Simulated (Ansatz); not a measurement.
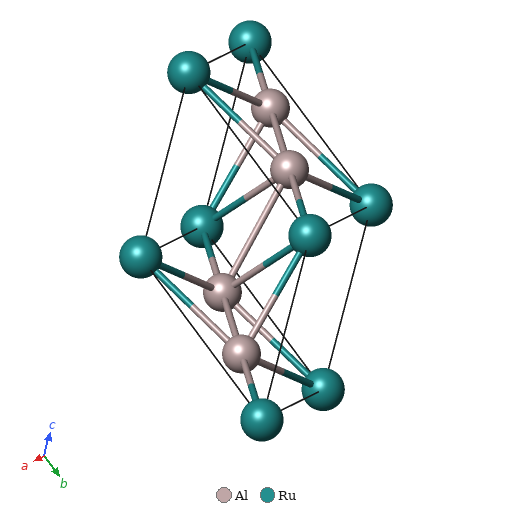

System: Al₂Ru, space group I4/mmm (No. 139). The picture shows the cell.

Structure:
```xyz
3
Lattice="-1.5607 1.5607 4.2116 1.5607 -1.5607 4.2116 1.5607 1.5607 -4.2116" Properties=species:S:1:pos:R:3 pbc="T T T"
Al    0.0000    0.0000    5.5515
Al    0.0000    0.0000    2.8716
Ru    0.0000    0.0000    0.0000
```

Displacement pattern for amplitude 1 (x, y, z for each atom, in the order of the cell):
| atom | x | y | z |
| --- | --- | --- | --- |
| Al1 | 0.00 | 0.00 | −1.00 |
| Al2 | 0.00 | 0.00 | −1.00 |
| Ru3 | 0.00 | 0.00 | 0.53 |

Computed with Ansatz 0.2.0: a normal mode of the cell frozen into a crystal at growing amplitude, by plane-wave density functional theory with PAW datasets, free energies less that of the undisturbed cell, pressure positive in compression; scalar-relativistic. Level: PBEsol, no spin polarisation.

- wave cutoff: 420 eV
- k mesh: 22×22×22
- occupations: Gaussian
- smearing width: 0.15 eV
- k shift: (0, 0, 0) (mesh steps)
- start: relaxed

The points at mode amplitude −0.09, −0.03, 0.06 and 0.12 follow from computed ones by symmetry.

Predict the energy change, force along the mode and pressure against mode amplitude. The mode amplitude takes the values −0.120, −0.090, −0.060, −0.030, 0.000, 0.015, 0.030, 0.045, 0.060, 0.075, 0.090, 0.105, 0.120 Å.

The energy rises on both sides of the starting structure, which is therefore a minimum along this path. The energy change is 139.8 meV/cell at mode amplitude −0.120 Å and 139.8 meV/cell at 0.120 Å; the lowest computed point is at mode amplitude 0.000 Å (0.0 meV/cell), and no other minimum shows. The force along the mode falls from 2.35 eV/Å at mode amplitude −0.120 Å to −2.35 eV/Å at 0.120 Å, and changes sign near 0.000 Å. The pressure goes from 2.039 GPa at mode amplitude −0.120 Å to 2.039 GPa at 0.120 Å, not monotonically, with a low of 0.003 GPa at 0.000 Å.

| mode amplitude, largest move (Å) | energy change (meV/cell) | force along the mode (eV/Å) | pressure (GPa) |
| --- | --- | --- | --- |
| −0.120 | 139.8 | 2.35 | 2.039 |
| −0.090 | 78.3 | 1.75 | 1.149 |
| −0.060 | 34.7 | 1.16 | 0.512 |
| −0.030 | 8.7 | 0.58 | 0.130 |
| 0.000 | 0.0 | 0.00 | 0.003 |
| 0.015 | 2.2 | −0.29 | 0.035 |
| 0.030 | 8.7 | −0.58 | 0.130 |
| 0.045 | 19.5 | −0.87 | 0.290 |
| 0.060 | 34.7 | −1.16 | 0.512 |
| 0.075 | 54.3 | −1.45 | 0.799 |
| 0.090 | 78.3 | −1.75 | 1.149 |
| 0.105 | 106.8 | −2.05 | 1.562 |
| 0.120 | 139.8 | −2.35 | 2.039 |

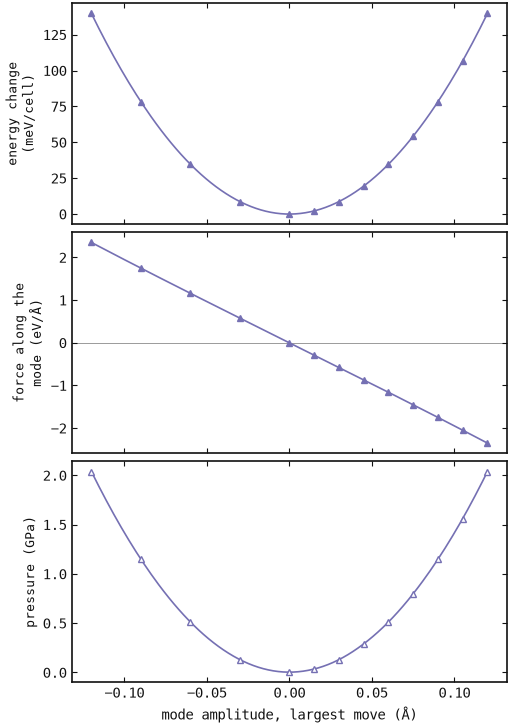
